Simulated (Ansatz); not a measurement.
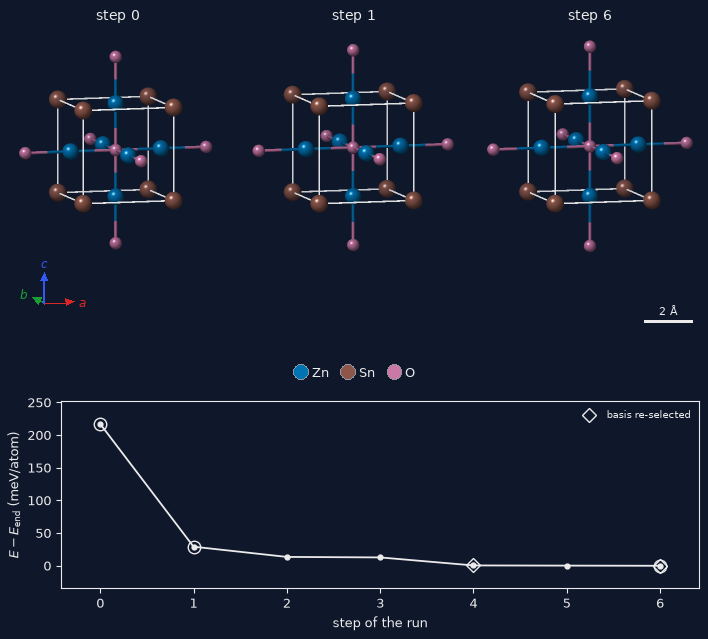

Frames of a relaxation of crystalline Zn3SnO (a generated structure, set up in Pm-3m) (coarse preliminary run), marked on the history of the run. A ball-and-stick model of the cell of the calculation, seen slightly off an axis.

All numbers below come from DFT PBEsol, scalar-relativistic, plane waves, PAW (Ansatz 0.2.0).

Input
```yaml
crystal:
  lattice:
    - [3.9845265823, 0.0, 0.0]
    - [0.0, 3.9845265823, 0.0]
    - [0.0, 0.0, 3.9845265823]
  atoms:
    - { symbol: Zn, position: [0.0, 0.5, 0.5] }
    - { symbol: Zn, position: [0.5, 0.0, 0.5] }
    - { symbol: Zn, position: [0.5, 0.5, 0.0] }
    - { symbol: Sn, position: [0.0, 0.0, 0.0] }
    - { symbol: O, position: [0.5, 0.5, 0.5] }
basis:
  ecutwfc: 420
kpoints:
  mp_grid: { grid: [6, 6, 6] }
hamiltonian:
  xc: pbesol
scf:
  occupations: { method: gaussian, width: 0.1 }
output:
  forces: true
  stress: true
  eigenvalues: true
relax:
  adjacent_minimum: "off"
  f_tol: 0.05
  max_steps: 80
  cell: { stress_tol: 0.5 }
```

Command:
```bash
ansatz run input.yaml --threads 2 --pin off --max-ram 6144MiB --backend cpu --events-out ev --progress --plain --runs-dir out
```

> Describe the path.

The atoms keep their places relative to the cell (all moves are under 0.005 Å). The volume changes by +22.4 %, with a = b = c 3.985 → 4.263 Å (+7.0 %). Some distances before and after: Zn1–O5 1.992 → 2.131 Å. The space group stays Pm-3m (No. 221). The energy falls by 217 meV per atom in 4 accepted moves (6 points after the start). All forces vanish by symmetry, so only the cell relaxes. The pressure goes from 29.56 to 0.09 GPa. The SCF was repeated twice at an unchanged geometry on a basis and grid sized afresh for the cell, which shifted the energy by 12.3 meV per atom at most. From step 0 to 1: volume +14.3 %, energy −188 meV per atom. From step 1 to 6: volume +7.1 %, energy −29.2 meV per atom.
